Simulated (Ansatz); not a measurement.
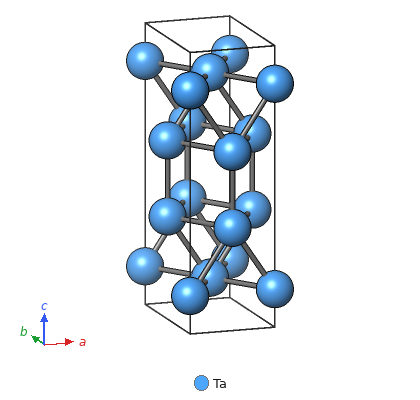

Ta, space group Fmmm (No. 69), a = 3.111 Å, b = 4.732 Å, c = 10.030 Å, α = 90.00°, β = 90.00°, γ = 90.00°. Source: the end point of a relaxation with Ansatz 0.2.0, DFT PBEsol, scalar-relativistic, plane waves, PAW; the starting structure was generated, so it need not be a known form of this composition. Forms under 0.4 % of the area are left out.

Q: What shape follows from the Bravais–Friedel–Donnay–Harker rule?

A: The forms computed, by share of the surface:

```csv
form,faces,d (Å),share of area (%)
{002},2,5.015,46.6
{111},8,2.516,39.6
{020},2,2.366,13.8
```

Widths along a, b and c stand as 1.00 : 0.86 : 0.41.

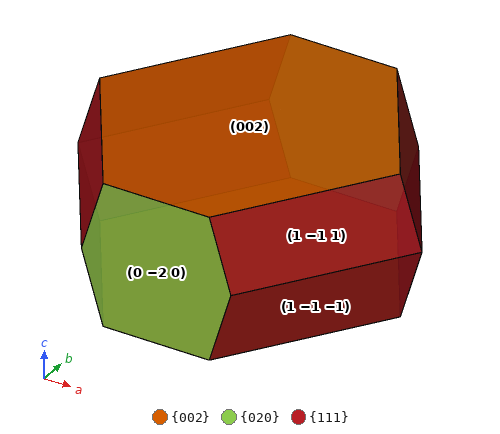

The computed shape, faces indexed. The rule is geometric and ignores bonding and growth conditions.
